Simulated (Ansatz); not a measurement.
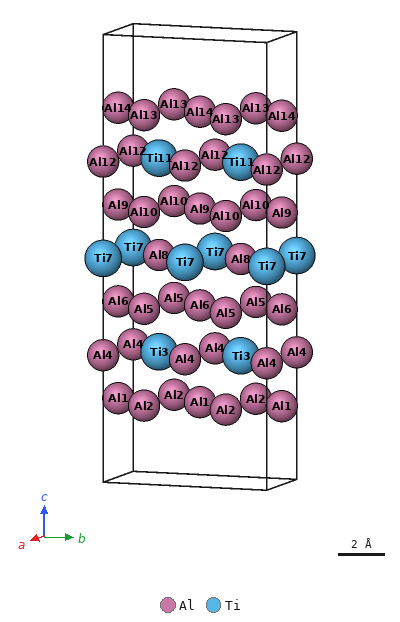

Fig. 1: The structure as given in the input (spheres-only view of the 1 × 2 repeat of the cell, with the vacuum cut short, seen slightly off an axis; atoms are numbered from 1 in the order of the input). An atom can appear more than once, as a periodic image.

## Single-point calculation, with input and output: Ti₃Al₁₁

System: Ti₃Al₁₁ (slab, 14 atoms in the cell).
Method: DFT PBE, scalar-relativistic, plane waves, PAW, no spin polarisation (Ansatz 0.2.0).

The structure derives from a Materials Project entry. It belongs to a series of runs on one base structure; here: (0 0 1) slab cut from the bulk. Figures and captions count atoms from 1; the log counts them from 0 in places.

**Input**
```yaml
crystal:
  lattice:
    - [3.8453468584, 0.0, 0.0]
    - [0.0, 3.8453468584, 0.0]
    - [0.0, 0.0, 27.9342143898]
  atoms:
    - { symbol: Al, position: [0.5, 0.0, 0.2684879516] }
    - { symbol: Al, position: [0.0, 0.5, 0.2684879516] }
    - { symbol: Ti, position: [0.5, 0.5, 0.3456586344] }
    - { symbol: Al, position: [0.0, 0.0, 0.3456586344] }
    - { symbol: Al, position: [0.0, 0.5, 0.4228293172] }
    - { symbol: Al, position: [0.5, 0.0, 0.4228293172] }
    - { symbol: Ti, position: [0.0, 0.0, 0.5] }
    - { symbol: Al, position: [0.5, 0.5, 0.5] }
    - { symbol: Al, position: [0.5, 0.0, 0.5771706828] }
    - { symbol: Al, position: [0.0, 0.5, 0.5771706828] }
    - { symbol: Ti, position: [0.5, 0.5, 0.6543413656] }
    - { symbol: Al, position: [0.0, 0.0, 0.6543413656] }
    - { symbol: Al, position: [0.0, 0.5, 0.7315120484] }
    - { symbol: Al, position: [0.5, 0.0, 0.7315120484] }
basis:
  ecutwfc: 420
kpoints:
  mp_grid: { grid: [9, 9, 1] }
hamiltonian:
  xc: pbe
scf:
  occupations: { method: gaussian, width: 0.1 }
output:
  forces: true
  stress: true
  eigenvalues: true
  write_density: true
  write_potential: true
  elf: true
  volumetric_format: npy
efield:
  axis: 3
  dipole_correction: true
  ramp_width: 0.04
```

Command:
```bash
ansatz run input.yaml --threads 1 --pin off --max-ram 2560MiB --backend cpu --events-out ev --progress --plain --runs-dir out
```

**Log**
```
Engine: ansatz 0.2.0, x86_64-unknown-linux-gnu
Pseudopotentials: kind: paw
Pseudopotential: Al, paw, valence charge 3, recommended cutoff 420 eV (normal), Al.paw.azcp
Pseudopotential: Ti, paw, valence charge 12, recommended cutoff 420 eV (normal), Ti.paw.azcp
Functional definition: PBE
  parameter kappa = 0.804
  parameter beta = 0.06672455060314922
  exchange = pbe_x(kappa = kappa, mu = beta*pi^2/3)
  correlation = pbe_c(beta = beta)
Crystal: 14 atoms, lattice volume = 413.055 Å³
Basis set: ecut = 420 eV, 8125 PW (Γ), exchange–correlation on 54×54×384 points (8 copies of the dense FFT grid, shifted against one another)
Bands: 49, of which v1, the nominal top of the filled ones, is band 35 counted from 1 (34 counted from 0)
Symmetry: 8 space group operations
k-points: 15 of 81
Non-local potential: Al, projectors of the file, l = 0: 2, l = 1: 2, l = 2: 1
Non-local potential: Ti, projectors of the file, l = 0: 3, l = 1: 2, l = 2: 3, l = 3: 1
PAW form: soft (Blöchl's): semilocal exchange-correlation on the pseudo side does not see the compensation charge
PAW one-centre angular grid: Al, 110 points (default); XC on 64 Gauss nodes
PAW one-centre angular grid: Ti, 590 points (default); XC on 64 Gauss nodes
Initial density: superposition of atomic densities (neutral atoms: chi_scale 0, normalization atom), corrected by the library's trained network
Initial wavefunctions: pseudopotential atomic-orbital guess
Functional: x = pbe(κ = 0.804, μ = 0.2195149727645171), c = pbe(β = 0.06672455060314922)
SCF iter   1: F=—  HF=-13413.944666 eV  |F-HF|=—  |Δ(HF+E_count)|=         —  Δρ=2.71e-3  dr2=1.69e-1  ethr=1.77e-3  p=0.000 e·Å  D=1.58e-14 V/Å  ΔV_dip=-0.00 eV  dr2_dipole=6.04e-7  V_vac-E_F(+/−)=4.27/4.27 eV  ⟨swp⟩=11.6  Hψ=4148  notcnv=0
efield: sawtooth ramp at fractional position 0.9800 (placed from the atoms, in the widest stretch of the axis that holds none; the zero of the levels goes with the place), width 0.0400; the density the first Hamiltonian is built on has a dipole p = 0.000 e·Å; the dipole correction subtracts the counter field D = 1.58e-14 V/Å, which shifts the + side's vacuum level by -0.00 eV against the − side's; the planar-averaged density in the ramp window peaks in size at 5.6e-6 e/Å³
preconditioner: auto → LDOS  [metal: Δε(μ)=0.053 eV  Ē_g=5.241 eV  σ=0.100 eV  W_gap=0.28  n_scr=62 (ndim 8)  ℏωp=12.3 eV  f_vac=0.383  D(μ)=5.69/eV (n_scr^D=14)  β→1.0]
SCF iter   2: F=—  HF=-13413.934142 eV  |F-HF|=—  |Δ(HF+E_count)|=   1.05e-2  Δρ=1.30e-3  dr2=2.51e-2  ethr=2.45e-4  p=0.000 e·Å  D=1.11e-5 V/Å  ΔV_dip=-0.00 eV  dr2_dipole=1.72e-6  V_vac-E_F(+/−)=4.16/4.16 eV  ⟨swp⟩=2.0  Hψ=1192  notcnv=0  defer=43
SCF iter   3: F=—  HF=-13413.932059 eV  |F-HF|=—  |Δ(HF+E_count)|=   2.08e-3  Δρ=4.13e-4  dr2=1.44e-3  ethr=3.64e-5  p=0.000 e·Å  D=3.80e-7 V/Å  ΔV_dip=-0.00 eV  dr2_dipole=1.15e-7  V_vac-E_F(+/−)=4.22/4.22 eV  ⟨swp⟩=2.1  Hψ=950  notcnv=0  defer=43
SCF iter   4: F=—  HF=-13413.931873 eV  |F-HF|=—  |Δ(HF+E_count)|=   1.87e-4  Δρ=9.62e-5  dr2=1.12e-4  ethr=2.08e-6  p=0.000 e·Å  D=1.05e-6 V/Å  ΔV_dip=-0.00 eV  dr2_dipole=5.18e-9  V_vac-E_F(+/−)=4.21/4.21 eV  ⟨swp⟩=3.0  Hψ=1119  notcnv=0  defer=43
SCF iter   5: F=—  HF=-13413.931909 eV  |F-HF|=—  |Δ(HF+E_count)|=   3.63e-5  Δρ=1.99e-5  dr2=2.88e-6  ethr=1.62e-7  p=0.000 e·Å  D=4.98e-7 V/Å  ΔV_dip=-0.00 eV  dr2_dipole=1.05e-12  V_vac-E_F(+/−)=4.21/4.21 eV  ⟨swp⟩=2.1  Hψ=944  notcnv=0  defer=43
SCF iter   6: F=—  HF=-13413.931771 eV  |F-HF|=—  |Δ(HF+E_count)|=   1.38e-4  Δρ=7.21e-6  dr2=3.37e-7  ethr=4.17e-9  p=0.000 e·Å  D=1.58e-7 V/Å  ΔV_dip=-0.00 eV  dr2_dipole=1.55e-11  V_vac-E_F(+/−)=4.21/4.21 eV  ⟨swp⟩=3.1  Hψ=1159  notcnv=0  defer=37
SCF iter   7: F=-13413.931771 eV  HF=-13413.931771 eV  |F-HF|=1.29e-8  |Δ(HF+E_count)|=   1.20e-7  Δρ=2.51e-6  dr2=5.25e-8  ethr=1.45e-10  p=0.000 e·Å  D=3.49e-8 V/Å  ΔV_dip=-0.00 eV  dr2_dipole=2.80e-13  V_vac-E_F(+/−)=4.21/4.21 eV  ⟨swp⟩=24.4  Hψ=6548  notcnv=0
SCF 1 converged in 7 iterations: F = -13413.931771 eV  dr2 = 5.25e-8
  greatest PAW one-centre occupation: 0.999 electrons in one spin orbital (limit 2), on the Ti atom at site 6 (counted from 0), in its partial waves of l = 0
```

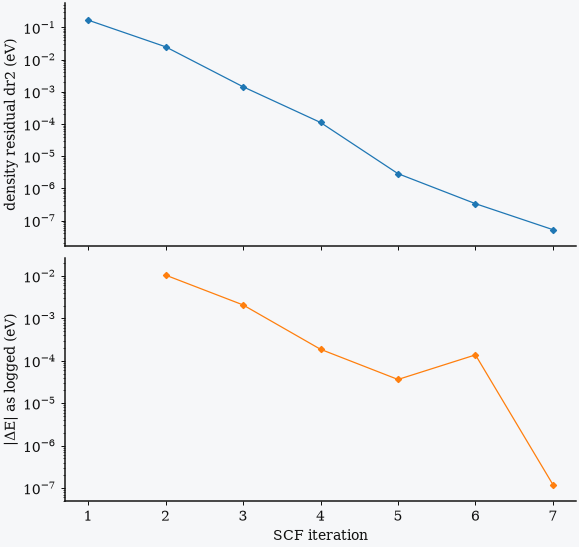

Fig. 2: Convergence of the self-consistent field: density residual dr2 and size of the energy change against the SCF iteration. The residual falls at every step.

```
WARN: The output density's exchange-correlation potential varies sharply where the density is thin. Do not read a vacuum level from v_tot or v_xc, or from such a field of the output density. On a cell that repeats whose density bears no net charge and no dipole along the vacuum's axis use v_es (v_loc + v_h of the components); under efield.dipole_correction with no amplitude use v_es + v_field, which holds any external_charges[].barrier, or the levels of the report's work_function block, which leave it out; under a non-zero efield.amplitude the vacuum is tilted and has no level; on a cell that repeats and bears such a dipole with no correction it is tilted too, and efield.dipole_correction with no amplitude gives each side of its ramp a level where efield: is served; in a cell that repeats whose density bears a net charge (total_charge, or a fill off its count) it is curved and has none; of a slab under crystal.periodic whose density bears no net charge use v_es, which has a level on each side, short of where the two are joined; of another it falls or rises all the way out and has none; of a slab beside external_charges read slab_vacuum_level instead, which it has where they leave it neutral. The grid or the basis barely resolves most such structure, and the values can differ between equally converged runs; as a rule a tighter scf.convergence.dr2_threshold does not remove it. Where the density itself ripples (under the LDA too) a higher basis.ecutwfc lessens it. The files hold the spikes' plane waves up to the density's cutoff. Files: v_tot_of_output_density and the like, and their columns of v_z.tsv (output.write_potential); v_xc_of_output_density and the like, and their columns of v_comp_z.tsv (output.write_potential_components). Measured: with its Gaussian average of σ = 0.25 Å subtracted twice, the exchange-correlation potential is over 0.1 eV at 68 of the grid points where the equally averaged density (valence and model cores) is under 1e-3 e/Å³, and 0.186 eV at the most among them, at an averaged density of 4.7e-8 e/Å³. The input density's (outcome.potential() and, of a run that writes arrays, v_tot and v_xc) is over 0.1 eV, so measured, at 25 points of its own thin density, 0.114 eV at the most. See output.write_potential in the manual, Limitations
SCF converged after 7 iterations
Free energy (F): -13413.931771 eV
Harris-Foulkes:  -13413.931771 eV  (|F-HF|=1.29e-8)
Internal energy: -13413.898056 eV  (E = F + TS)
E sigma→0 (E₀):  -13413.914913 eV
Entropy (-TS):   -0.033715 eV (-2.408 meV/atom)
Fermi energy:    3.230019 eV
Dipole field:    D = -0.000000 V/Å  (p = -0.000001 e·Å, saw-weighted, corrected)
Work function:   Φ+ = 4.2125 eV   Φ− = 4.2125 eV
Levels:          The Fermi level and band energies are counted from a zero that moves with the ramp; work functions are not
--- Per-component energies (eV) ---
  E_band       = -867.600749
  E_kinetic    = 1067.722147
  E_local      = -37189.320511  (includes V_loc(G=0)·N_el)
  E_nonlocal   = 142.217713
  E_hartree    = 18175.455942
  E_xc         = -728.234541
  E_vxc        = -682.628011  (∫ρ·V_xc dr)
  E_paw        = -8286.516734  (= ΣΔE_a)
  E_vpaw       = -556.503991  (= ΣTr[D̂ρ^β])
  E_aug_tail   = 0.000346  (compensation charges beyond the density's cutoff)
  E_efield     = 0.000000  (sawtooth field / dipole correction)
  E_vefield    = 0.000000  (∫n·V_field dr)
  E_ewald      = 13404.777583
  E_smearing   = -0.033715  (= −TS)
  E_closure    = 0.000000  (closes the sum)
  Σ components = -13413.931771   (vs F -13413.931771, Δ=0.00e0)
--- Forces (eV/Å), atoms counted from 1 ---
  atom   1  Al     0.00000000     0.00000000     0.33260719
  atom   2  Al     0.00000000    -0.00000000     0.33260719
  atom   3  Ti    -0.00000000    -0.00000000    -0.59010584
  atom   4  Al     0.00000000    -0.00000000     0.06661330
  atom   5  Al    -0.00000000     0.00000000    -0.04536178
  atom   6  Al    -0.00000000     0.00000000    -0.04536178
  atom   7  Ti     0.00000000    -0.00000000     0.00000022
  atom   8  Al     0.00000000     0.00000000     0.00000008
  atom   9  Al     0.00000000    -0.00000000     0.04536083
  atom  10  Al     0.00000000     0.00000000     0.04536083
  atom  11  Ti     0.00000000     0.00000000     0.59010766
  atom  12  Al    -0.00000000     0.00000000    -0.06661210
  atom  13  Al    -0.00000000     0.00000000    -0.33260766
  atom  14  Al    -0.00000000    -0.00000000    -0.33260766
  max |Σ_I F_I| component: 4.73e-7 eV/Å
--- Stress (GPa, compression-positive) ---
       -0.085623       0.000000      -0.000000
        0.000000      -0.085623       0.000000
       -0.000000       0.000000      -1.435066
  P = ⅓ Tr σ = -0.5354 GPa (-5.354 kbar)
--- Band table (eV; the first three rows and the last of 15) ---
  k-point 0: bands = ["-53.4142", "-53.4142", "-53.3140", "-29.7271", "-29.7271", "-29.7271", "-29.7271", "-29.6707", "-29.6707", "-29.6207", "-29.6207", "-29.5798", "-6.7742", "-6.3941", "-5.7216", "-5.1794", "-3.5335", "-2.2340", "-0.8015", "0.8373", "1.1957", "1.3404", "1.6237", "1.9588", "1.9588", "2.0841", "2.0841", "2.0892", "2.5038", "2.5038", "2.5239", "2.5239", "2.8558", "2.9439", "3.9292", "3.9428", "4.0397", "4.0397", "4.0589", "4.5082", "4.5082", "5.0000", "5.1940", "5.5117", "5.7416", "5.8521", "5.8597", "6.1943", "6.1943"]
  k-point 1: bands = ["-53.4141", "-53.4141", "-53.3139", "-29.7301", "-29.7301", "-29.7269", "-29.7269", "-29.6704", "-29.6704", "-29.6238", "-29.6205", "-29.5795", "-6.6472", "-6.2688", "-5.5996", "-5.0673", "-3.4191", "-2.1298", "-0.7052", "0.4723", "0.6626", "0.8010", "1.1488", "1.6334", "1.9562", "2.0298", "2.1113", "2.1768", "2.1934", "2.2368", "2.5093", "2.5158", "2.9908", "3.4614", "3.5676", "3.6767", "3.9360", "4.0895", "4.2415", "4.3514", "4.9290", "4.9898", "5.2385", "5.5042", "5.6862", "5.8729", "6.1462", "6.2309", "6.2522"]
  k-point 2: bands = ["-53.4137", "-53.4137", "-53.3135", "-29.7378", "-29.7378", "-29.7264", "-29.7264", "-29.6697", "-29.6697", "-29.6314", "-29.6200", "-29.5788", "-6.2696", "-5.8964", "-5.2375", "-4.7326", "-3.0974", "-1.8745", "-0.8804", "-0.5845", "-0.5266", "-0.0396", "0.1562", "1.4345", "1.4668", "2.1076", "2.1277", "2.1732", "2.2389", "2.3703", "2.5006", "2.5399", "2.9077", "3.1809", "3.5579", "3.8218", "3.9206", "4.1618", "4.3280", "4.5209", "4.6516", "4.6666", "5.3190", "5.3554", "5.8354", "6.1957", "6.3266", "6.4607", "6.5446"]
  k-point 14: bands = ["-53.4120", "-53.4120", "-53.3118", "-29.7487", "-29.7487", "-29.7486", "-29.7486", "-29.6659", "-29.6659", "-29.6423", "-29.6422", "-29.5750", "-3.1300", "-2.9143", "-2.6901", "-1.8350", "-1.8043", "-1.7327", "-1.5600", "-1.5488", "-1.4363", "-1.0938", "-0.9675", "-0.5179", "-0.4348", "-0.2252", "0.1769", "0.4018", "0.4563", "0.8743", "1.3783", "1.5857", "1.6701", "1.8376", "2.1789", "3.1020", "3.2579", "3.3036", "3.3578", "4.5980", "4.7597", "4.8834", "4.8844", "4.9752", "4.9827", "4.9927", "5.0785", "5.7671", "5.8887"]
```

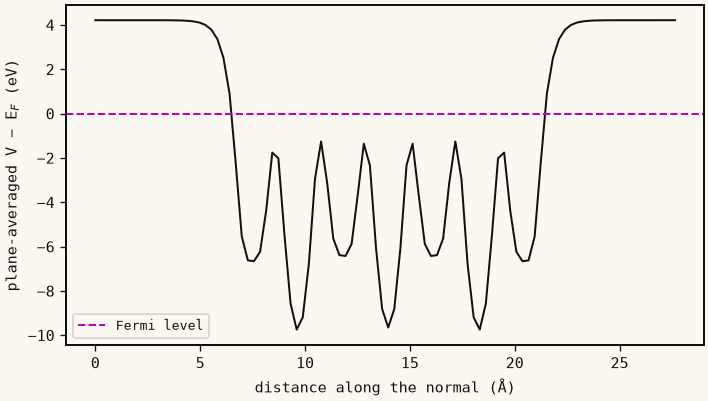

Fig. 3: Plane average of the electrostatic potential energy of an electron across the cell, from the Fermi level. The vacuum level lies 4.21 eV above the Fermi level.

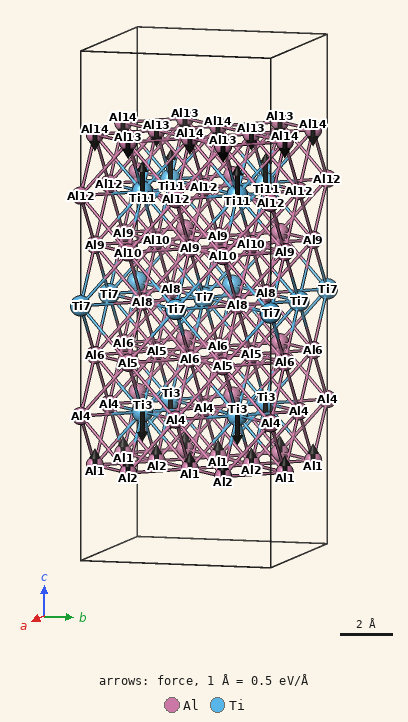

Fig. 4: Forces on the atoms as black arrows (ball-and-stick view of the 2 × 2 repeat of the cell, with the vacuum cut short, seen slightly off an axis; atoms are numbered from 1 in the order of the input). The largest act on Ti3, Ti11 (0.59 eV/Å); Al1, Al2, Al13, Al14 (0.33 eV/Å). The geometry is not a stationary point of this energy.

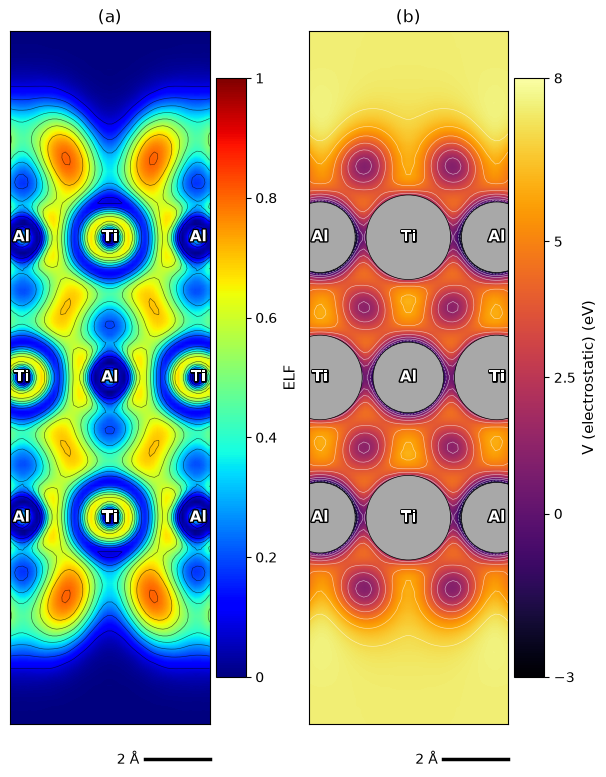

Fig. 5: (a) ELF; (b) electrostatic potential energy of an electron on the (11̄0) plane of the calculation cell, a cut from vacuum to vacuum. Grey discs, where drawn, cover atomic cores. The strong features right at Ti lie inside the PAW spheres (semicore, d or f shells) and say nothing about bonding. The fields are those of the smooth PAW valence density.

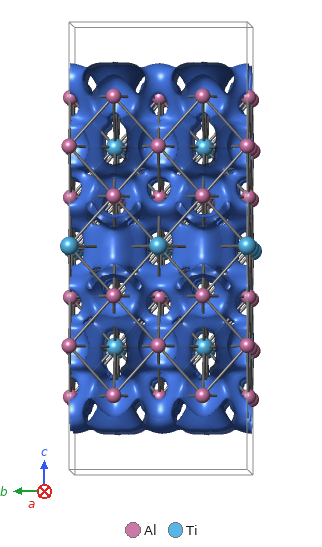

Fig. 6: Isosurface of the electron localisation function at 0.6 (blue), seen at an oblique angle. Only the valence region is drawn (cores and ρ < 0.01 e/Å³ removed). Sticks mark near contacts. Values along the shortest contacts: Al–Al (2.72 Å): the ELF peaks at about 0.80 between the atoms, which marks localised, shared-pair bonding. Ti–Al (2.72 Å): the ELF is about 0.35 at the midpoint, which marks metallic bonding.

**Results in brief**

```tsv
quantity	value
outcome	converged
electrons treated	69
free energy	−13413.9318 eV
work function, top face	4.21 eV
work function, bottom face	4.21 eV
Fermi energy	3.230 eV
gap on the k-point mesh	none (metallic)
work function (upper face)	4.21 eV
largest force (length of the vector)	0.590 eV/Å
hardware	1 thread of Intel Xeon @ 2.50GHz (Skylake/Cascade Lake), 32 GiB of memory available, shared host
wall time	43 s
peak memory	0.67 GiB
```

**Notes**

Warnings of the run: the exchange-correlation potential is rough where the density is thin.
